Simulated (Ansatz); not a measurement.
# Geometry relaxation of Cu

Cu (1 atom in the cell), computed with DFT r2SCAN, scalar-relativistic, plane waves, PAW, no spin polarisation (Ansatz 0.2.0).

The structure derives from a Materials Project entry. Figures and captions count atoms from 1; the log counts them from 0 in places.

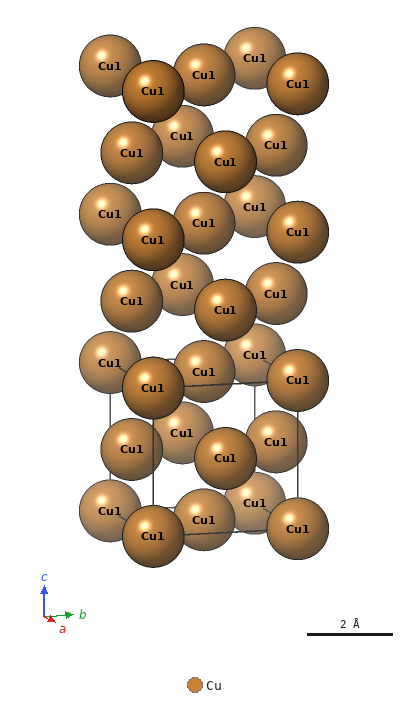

The starting structure (spheres-only view of the cell 4 times as large as that of the calculation, set on its symmetry axes, repeated 1 × 1 × 3, seen slightly off an axis; atoms are numbered from 1 in the order of the input). An atom can appear more than once, as a periodic image.

Results in brief:

- outcome: converged
- space group (tolerance 0.01 Å): Fm-3m (225)
- electrons treated: 19
- free energy: −6631.2395 eV
- Fermi energy: 17.229 eV
- gap on the k-point mesh: none (metallic)
- pressure: 0.00 GPa
- final volume: 11.44 Å³
- largest force (length of the vector) at the end: under 0.001 eV/Å
- final cell: a = 2.529 Å, b = 2.529 Å, c = 2.529 Å, α = 60.00°, β = 60.00°, γ = 60.00°
- hardware: 1 thread of Arm Neoverse V2, 24 GiB of memory available, shared host
- wall time: 16 s
- peak memory: 0.38 GiB

Input file:
```yaml
crystal:
  lattice:
    - [0.0, 1.7887153358, 1.7887153358]
    - [1.7887153358, 0.0, 1.7887153358]
    - [1.7887153358, 1.7887153358, 0.0]
  atoms:
    - { symbol: Cu, position: [0.0, 0.0, 0.0] }
basis:
  ecutwfc: 500
kpoints:
  mp_grid: { grid: [20, 20, 20] }
hamiltonian:
  xc: r2scan
scf:
  occupations: { method: gaussian, width: 0.1 }
output:
  forces: true
  stress: true
  eigenvalues: true
  write_density: true
  write_potential: true
  elf: true
  volumetric_format: npy
relax:
  adjacent_minimum: "off"
  f_tol: 0.005
  max_steps: 80
  cell: { stress_tol: 0.05 }
```

Launch command:
```bash
ansatz run input.yaml --threads 1 --pin off --max-ram 2560MiB --backend cpu --events-out ev --progress --plain --runs-dir out
```

Output:
```
Engine: ansatz 0.2.0, aarch64-unknown-linux-gnu
Pseudopotentials: kind: paw
Pseudopotential: Cu, paw, valence charge 19, recommended cutoff 500 eV (meta_gga), Cu.paw.azcp
Functional definition: r2SCAN
  parameter k0 = 0.174
  parameter k1 = 0.065
  parameter a1 = 4.9479
  exchange = r2scan_x(k0 = k0, k1 = k1, a1 = a1)
  correlation = r2scan_c
Crystal: 1 atoms, lattice volume = 11.446 Å³
Basis set: ecut = 500 eV, 283 PW (Γ), exchange–correlation on 80×80×80 points (64 copies of the dense FFT grid, shifted against one another)
Bands: 14, of which v1, the nominal top of the filled ones, is band 10 counted from 1 (9 counted from 0)
Symmetry: 48 space group operations
Space group: Fm-3m (ITA 225), of the structure as read, at distance tolerance 2.3e-5 Å
k-points: 256 of 8000
Non-local potential: Cu, projectors of the file, l = 0: 3, l = 1: 2, l = 2: 3, l = 3: 1
PAW form: soft (Blöchl's): semilocal exchange-correlation on the pseudo side does not see the compensation charge
PAW frozen core: Cu, regenerated for the run's functional (the file was generated under x = pbe(κ = 0.804, μ = 0.2195149727645171), c = pbe(β = 0.06672455060314922))
PAW one-centre angular grid: Cu, 590 points (default); XC on 160 Gauss nodes
Initial density: superposition of atomic densities (neutral atoms: chi_scale 0, normalization atom), corrected by the library's trained network
Initial wavefunctions: pseudopotential atomic-orbital guess
Functional: x = r2scan, c = r2scan; τ floored in thin density (d = 2e-4 eV/Å³)
SCF iter   1: F=—  HF=-6631.258083 eV  |F-HF|=—  |Δ(HF+E_count)|=         —  Δρ=4.06e-2  dr2=1.03e-1  dr2_τ=7.57e-4  ethr=1.77e-3  ⟨swp⟩=5.1  Hψ=17846  notcnv=0
preconditioner: auto → none  [metal: Δε(μ)=0.083 eV  Ē_g=18.365 eV  σ=0.100 eV  W_gap=0.43  n_scr=0 (ndim 8)  ℏωp=36.4 eV  f_vac=0.000  D(μ)=0.22/eV (n_scr^D=0)]
SCF iter   2: F=—  HF=-6631.269283 eV  |F-HF|=—  |Δ(HF+E_count)|=   1.12e-2  Δρ=3.92e-2  dr2=9.44e-2  dr2_τ=1.10e-3  ethr=5.41e-4  ⟨swp⟩=2.7  Hψ=8293  notcnv=0  defer=104
SCF iter   3: F=—  HF=-6631.239523 eV  |F-HF|=—  |Δ(HF+E_count)|=   2.98e-2  Δρ=4.73e-3  dr2=1.47e-3  dr2_τ=9.78e-6  ethr=4.97e-4  ⟨swp⟩=2.1  Hψ=6070  notcnv=0  defer=104
SCF iter   4: F=—  HF=-6631.239444 eV  |F-HF|=—  |Δ(HF+E_count)|=   7.90e-5  Δρ=3.56e-4  dr2=1.26e-5  dr2_τ=6.13e-7  ethr=7.74e-6  ⟨swp⟩=1.3  Hψ=4359  notcnv=0  defer=104
SCF iter   5: F=—  HF=-6631.239449 eV  |F-HF|=—  |Δ(HF+E_count)|=   4.98e-6  Δρ=1.53e-4  dr2=1.36e-6  dr2_τ=2.54e-8  ethr=6.65e-8  ⟨swp⟩=2.3  Hψ=4756  notcnv=0  defer=104
SCF iter   6: F=—  HF=-6631.239452 eV  |F-HF|=—  |Δ(HF+E_count)|=   2.99e-6  Δρ=4.34e-5  dr2=1.37e-7  dr2_τ=1.23e-9  ethr=7.18e-9  ⟨swp⟩=2.0  Hψ=4914  notcnv=0  defer=104
SCF iter   7: F=-6631.239452 eV  HF=-6631.239452 eV  |F-HF|=8.09e-11  |Δ(HF+E_count)|=   2.27e-8  Δρ=1.31e-6  dr2=5.55e-11  dr2_τ=7.34e-12  ethr=5.26e-10  ⟨swp⟩=9.5  Hψ=22699  notcnv=0
SCF 1 converged in 7 iterations: F = -6631.239452 eV  dr2 = 5.55e-11
  greatest PAW one-centre occupation: 1.000 electrons in one spin orbital (limit 2), on the Cu atom at site 0 (counted from 0), in its partial waves of l = 0
relax step   1: F+E_penalty+E_count = -6631.23945243 eV  Δ(F+E_penalty+E_count) = +0.000e0 eV  max|allowed force component| = 0.000e0 eV/Å  Δτ_max = 0.0000 Å  P = -0.106 GPa  Ω = 11.446 Å³  (7 SCF iters, dr2 threshold 1.00e-7 eV, accepted)
Crystal: 1 atoms, lattice volume = 11.442 Å³
Initial density: handed on by an earlier stage of this run
Initial wavefunctions: those handed on with the density
iter 1 solved again at ethr=9.07e-9 eV; its pass at ethr=3.10e-3 eV (dr2=1.72e-6 eV) is discarded
SCF iter   1: F=—  HF=-6631.239455 eV  |F-HF|=—  |Δ(HF+E_count)|=         —  Δρ=1.55e-4  dr2=1.68e-6  dr2_τ=1.15e-6  ethr=9.07e-9  ⟨swp⟩=1.1  Hψ=20065  notcnv=0
preconditioner: auto → none  [metal: Δε(μ)=0.049 eV  Ē_g=18.142 eV  σ=0.100 eV  W_gap=0.26  n_scr=0 (ndim 8)  ℏωp=36.4 eV  f_vac=0.000  D(μ)=0.24/eV (n_scr^D=0)]
SCF iter   2: F=—  HF=-6631.239457 eV  |F-HF|=—  |Δ(HF+E_count)|=   2.19e-6  Δρ=2.09e-4  dr2=2.60e-6  dr2_τ=1.82e-8  ethr=8.83e-9  ⟨swp⟩=2.3  Hψ=5417  notcnv=0
SCF iter   3: F=-6631.239456 eV  HF=-6631.239456 eV  |F-HF|=2.01e-8  |Δ(HF+E_count)|=   7.20e-7  Δρ=1.78e-5  dr2=1.18e-8  dr2_τ=7.07e-11  ethr=1.47e-10  ⟨swp⟩=5.9  Hψ=19951  notcnv=0
SCF 2 converged in 3 iterations: F = -6631.239456 eV  dr2 = 1.18e-8
relax step   2: F+E_penalty+E_count = -6631.23945615 eV  Δ(F+E_penalty+E_count) = -3.715e-6 eV  max|allowed force component| = 0.000e0 eV/Å  Δτ_max = 0.0000 Å  P = -0.053 GPa  Ω = 11.442 Å³  energy of the carried Pulay correction = +1.919e-6 eV  (3 SCF iters, dr2 threshold 2.79e-8 eV, accepted)
Crystal: 1 atoms, lattice volume = 11.439 Å³
iter 1 solved again at ethr=8.05e-9 eV; its pass at ethr=3.10e-3 eV (dr2=1.53e-6 eV) is discarded
SCF iter   1: F=—  HF=-6631.239457 eV  |F-HF|=—  |Δ(HF+E_count)|=         —  Δρ=1.42e-4  dr2=1.49e-6  dr2_τ=1.19e-6  ethr=8.05e-9  ⟨swp⟩=1.2  Hψ=20191  notcnv=0
preconditioner: auto → none  [metal: Δε(μ)=0.049 eV  Ē_g=18.146 eV  σ=0.100 eV  W_gap=0.26  n_scr=0 (ndim 8)  ℏωp=36.4 eV  f_vac=0.000  D(μ)=0.24/eV (n_scr^D=0)]
SCF iter   2: F=—  HF=-6631.239459 eV  |F-HF|=—  |Δ(HF+E_count)|=   2.24e-6  Δρ=1.96e-4  dr2=2.23e-6  dr2_τ=1.56e-8  ethr=7.82e-9  ⟨swp⟩=2.1  Hψ=5171  notcnv=0
SCF iter   3: F=—  HF=-6631.239459 eV  |F-HF|=—  |Δ(HF+E_count)|=   6.11e-7  Δρ=2.17e-5  dr2=1.50e-8  dr2_τ=1.17e-10  ethr=7.82e-9  ⟨swp⟩=2.1  Hψ=4792  notcnv=0
SCF iter   4: F=-6631.239459 eV  HF=-6631.239459 eV  |F-HF|=2.59e-9  |Δ(HF+E_count)|=   3.67e-9  Δρ=4.17e-6  dr2=1.14e-9  dr2_τ=3.05e-11  ethr=3.74e-11  ⟨swp⟩=6.9  Hψ=18284  notcnv=0
SCF 3 converged in 4 iterations: F = -6631.239459 eV  dr2 = 1.14e-9
relax step   3: F+E_penalty+E_count = -6631.23945874 eV  Δ(F+E_penalty+E_count) = -2.592e-6 eV  max|allowed force component| = 0.000e0 eV/Å  Δτ_max = 0.0000 Å  P = -0.001 GPa  Ω = 11.439 Å³  energy of the carried Pulay correction = +3.871e-6 eV  (4 SCF iters, dr2 threshold 7.10e-9 eV, accepted)
Initial wavefunctions: pseudopotential atomic-orbital guess (no wavefunctions were taken with the density)
iter 1 solved again at ethr=6.68e-11 eV; its pass at ethr=3.10e-3 eV (dr2=1.27e-8 eV) is discarded
SCF iter   1: F=—  HF=-6631.239454 eV  |F-HF|=—  |Δ(HF+E_count)|=         —  Δρ=4.48e-6  dr2=1.37e-9  dr2_τ=1.33e-10  ethr=6.68e-11  ⟨swp⟩=4.1  Hψ=31272  notcnv=0
preconditioner: auto → none  [metal: Δε(μ)=0.049 eV  Ē_g=18.147 eV  σ=0.100 eV  W_gap=0.26  n_scr=0 (ndim 8)  ℏωp=36.4 eV  f_vac=0.000  D(μ)=0.24/eV (n_scr^D=0)]
SCF iter   2: F=—  HF=-6631.239454 eV  |F-HF|=—  |Δ(HF+E_count)|=   2.35e-9  Δρ=6.26e-6  dr2=1.51e-9  dr2_τ=2.24e-11  ethr=7.23e-12  ⟨swp⟩=2.1  Hψ=5110  notcnv=0
SCF iter   3: F=—  HF=-6631.239454 eV  |F-HF|=—  |Δ(HF+E_count)|=  7.24e-10  Δρ=1.67e-6  dr2=2.48e-10  dr2_τ=3.92e-12  ethr=7.23e-12  ⟨swp⟩=2.0  Hψ=4963  notcnv=0
SCF iter   4: F=—  HF=-6631.239454 eV  |F-HF|=—  |Δ(HF+E_count)|=  4.27e-10  Δρ=1.85e-6  dr2=1.52e-10  dr2_τ=4.01e-12  ethr=1.31e-12  ⟨swp⟩=2.0  Hψ=5836  notcnv=0
SCF iter   5: F=—  HF=-6631.239454 eV  |F-HF|=—  |Δ(HF+E_count)|=  2.73e-11  Δρ=9.12e-7  dr2=3.60e-11  dr2_τ=5.63e-13  ethr=1.00e-12  ⟨swp⟩=1.2  Hψ=3851  notcnv=0
SCF iter   6: F=-6631.239454 eV  HF=-6631.239454 eV  |F-HF|=0.00e0  |Δ(HF+E_count)|=  1.18e-11  Δρ=3.20e-7  dr2=4.90e-12  dr2_τ=4.97e-14  ethr=1.00e-12  ⟨swp⟩=4.0  Hψ=14335  notcnv=0
SCF 4 converged in 6 iterations: F = -6631.239454 eV  dr2 = 4.90e-12
relax step   4: F+E_penalty+E_count = -6631.23945377 eV  Δ(F+E_penalty+E_count) = +4.971e-6 eV  max|allowed force component| = 0.000e0 eV/Å  Δτ_max = 0.0000 Å  P = -0.001 GPa  Ω = 11.439 Å³  stress off target by 8.45e-4 GPa  SCF on the basis re-selected at this cell (its energy is not comparable with the rows above)  (6 SCF iters)
```

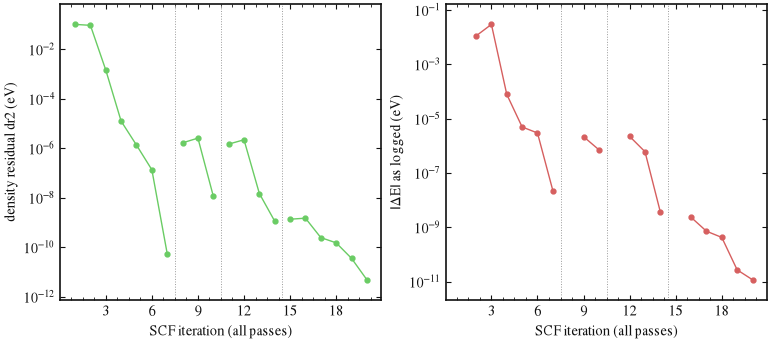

Convergence of the self-consistent field: density residual dr2 and size of the energy change against the SCF iteration. The dotted lines part the SCF passes of the relaxation: geometry steps, rejected trials and re-solves on a re-selected basis. The passes take 7, 3, 4 and 6 iterations.

```
basis re-selected at this cell: Δ(F+E_penalty+E_count) = +4.971e-6 eV, ΔP = -0.000 GPa vs the last step (what re-selecting the basis moved, of the pressure what is left beyond the Pulay correction that the steps carried, after the strain that the cell walked since its last selection, with what the two solves' SCF thresholds leave and, on support functions, any second-order correction that the steps lacked; it is no measure of the basis error at this ecutwfc). This SCF's stress stands 8.45e-4 GPa from its target on what of the cell is left free (relax.cell.stress_tol is 5.00e-2 GPa) and its largest allowed force component is 0.00e0 eV/Å (relax.f_tol is 5.00e-3 eV/Å): within both
SCF converged after 6 iterations
Free energy (F): -6631.239454 eV
Harris-Foulkes:  -6631.239454 eV  (|F-HF|=0.00e0)
Internal energy: -6631.238241 eV  (E = F + TS)
E sigma→0 (E₀):  -6631.238848 eV
Entropy (-TS):   -0.001213 eV (-1.213 meV/atom)
Fermi energy:    17.228810 eV
--- Per-component energies (eV) ---
  E_band       = -374.720700
  E_kinetic    = 300.030473
  E_local      = -4001.863371  (includes V_loc(G=0)·N_el)
  E_nonlocal   = 395.367038
  E_hartree    = 1769.367289
  E_xc         = -83.935844
  E_vxc        = -124.878873  (∫ρ·V_xc dr)
  E_paw        = -1678.114925  (= ΣΔE_a)
  E_vpaw       = -491.102373  (= ΣTr[D̂ρ^β])
  E_aug_tail   = 0.000154  (compensation charges beyond the density's cutoff)
  E_vtau       = 8.991861  (kinetic-family band-sum trace: ∫τ·v_τ [+ j·A + Jᵃ·Aᵃ] dr)
  E_ewald      = -3331.787947
  E_core_change = -0.301108  (= ΣΔE_core)
  E_smearing   = -0.001213  (= −TS)
  E_closure    = 0.000000  (closes the sum)
  Σ components = -6631.239454   (vs F -6631.239454, Δ=0.00e0)
--- Forces (eV/Å), atoms counted from 1 ---
  atom   1  Cu    -0.00000000     0.00000000     0.00000000
  max |Σ_I F_I| component: 9.04e-32 eV/Å
--- Stress (GPa, compression-positive) ---
       -0.000845       0.000000       0.000000
        0.000000      -0.000845       0.000000
        0.000000       0.000000      -0.000845
  P = ⅓ Tr σ = -0.0008 GPa (-0.008 kbar)
--- Band table (eV; the first three rows and the last of 256) ---
  k-point 0: bands = ["-99.2614", "-55.0147", "-55.0147", "-55.0147", "7.2715", "14.0465", "14.0465", "14.0465", "14.9104", "14.9104", "40.9070", "44.0025", "44.0025", "44.0025"]
  k-point 1: bands = ["-99.2610", "-55.0178", "-55.0151", "-55.0151", "7.3688", "14.0248", "14.0653", "14.0653", "14.9028", "14.9028", "40.4319", "42.6565", "43.6715", "43.6715"]
  k-point 2: bands = ["-99.2598", "-55.0267", "-55.0165", "-55.0165", "7.6579", "13.9646", "14.1155", "14.1155", "14.8858", "14.8858", "38.4361", "41.8411", "43.0398", "43.0398"]
  k-point 255: bands = ["-99.2398", "-55.0977", "-55.0977", "-55.0628", "12.7910", "13.4722", "13.4722", "14.8644", "15.6995", "23.8243", "23.8243", "25.9830", "26.8865", "47.0513"]
--- Relaxed structure (3 steps of the walk, 3 accepted, 1 SCFs on fresh bases) ---
  F+E_penalty+E_count = -6631.23945377 eV   max|allowed force component| = 0.000e0 eV/Å   (the final SCF, on the basis selected at the relaxed cell)
  cell:  # Å, volume = 11.4386 Å³
    - [-1.945907153920148e-34, 1.7883311155060713, 1.7883311155060713]
    - [1.7883311155060713, -1.8988222341337472e-34, 1.7883311155060713]
    - [1.7883311155060713, 1.7883311155060713, -1.997657026129244e-34]
  atoms:
    - { symbol: Cu, position: [0.0, 0.0, 0.0] }
```

Trajectory as extended XYZ (Å, eV, eV/Å), 4 frames, from step=1 to step=4:
```
1
Lattice="0.0000 1.7887 1.7887 1.7887 0.0000 1.7887 1.7887 1.7887 0.0000" Properties=species:S:1:pos:R:3:forces:R:3 step=1 energy=-6631.23945 pressure_GPa=-0.11
Cu    0.0000    0.0000    0.0000    0.0000   0.0000   0.0000
1
Lattice="0.0000 1.7885 1.7885 1.7885 0.0000 1.7885 1.7885 1.7885 0.0000" Properties=species:S:1:pos:R:3:forces:R:3 step=2 energy=-6631.23946 pressure_GPa=-0.05
Cu    0.0000    0.0000    0.0000    0.0000   0.0000   0.0000
1
Lattice="0.0000 1.7883 1.7883 1.7883 0.0000 1.7883 1.7883 1.7883 0.0000" Properties=species:S:1:pos:R:3:forces:R:3 step=3 energy=-6631.23946 pressure_GPa=-0.00
Cu    0.0000    0.0000    0.0000    0.0000   0.0000   0.0000
1
Lattice="0.0000 1.7883 1.7883 1.7883 0.0000 1.7883 1.7883 1.7883 0.0000" Properties=species:S:1:pos:R:3:forces:R:3 step=4 energy=-6631.23945 pressure_GPa=-0.00
Cu    0.0000    0.0000    0.0000    0.0000   0.0000   0.0000
```

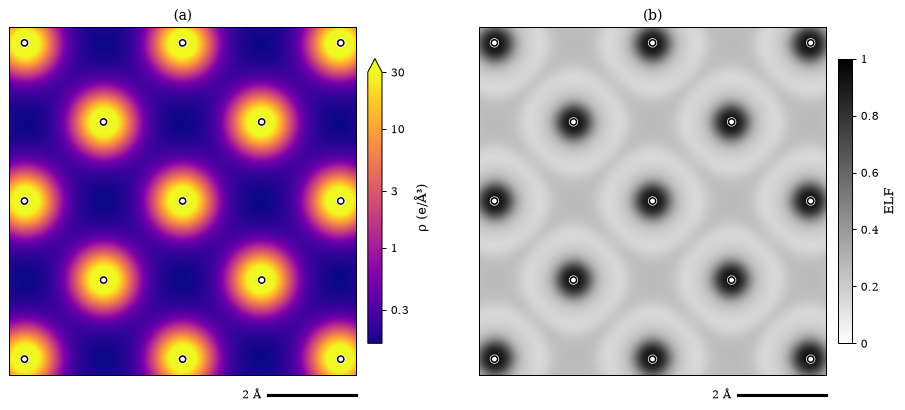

(a) valence charge density (pseudo); (b) electron localisation function on the (010) plane of the conventional cell. Circles mark the nuclei in the plane (Cu). Cu–Cu (2.53 Å): ρ at the midpoint is about 0.28 e/Å³; the ELF is about 0.20 at the midpoint; no localised pair between them. Away from the nuclei the density in this plane falls to 0.16 e/Å³ at its lowest. The strong features right at Cu lie inside the PAW spheres (semicore, d or f shells) and say nothing about bonding. Core electrons are frozen (PAW), so the fields are smoothed inside the atomic spheres.

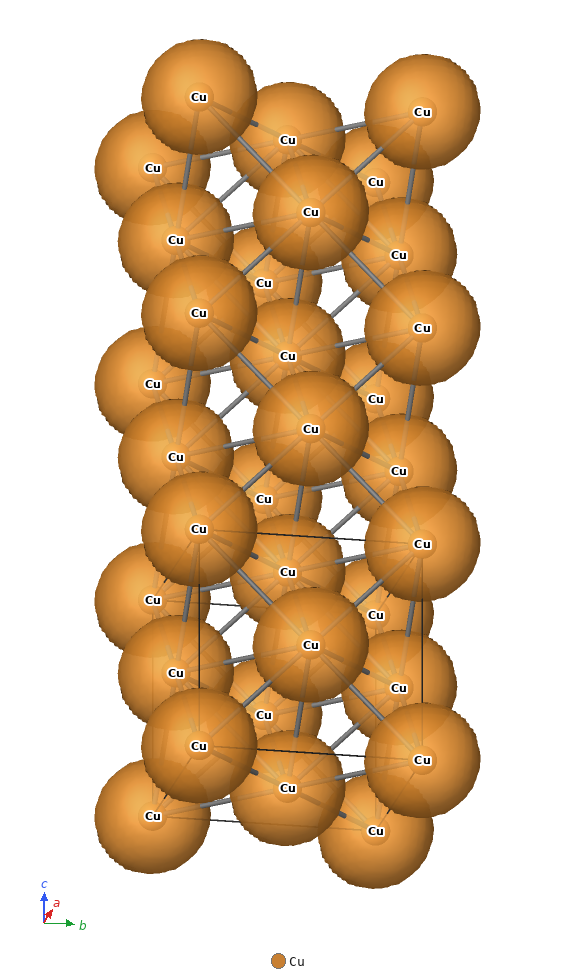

Isosurface of the valence pseudo-density at 0.6 e/Å³ (orange), seen at an oblique angle. Sticks mark near contacts. The outline is the cell set on symmetry axes. At this value the density breaks into separate islands; it holds about 85 % of the electrons treated as valence (semicore included). It is pinched off along the Cu–Cu (2.53 Å) contacts. On the grid the lowest density along these lines, outside the cores, is 0.28 e/Å³ (Cu–Cu, 2.53 Å).
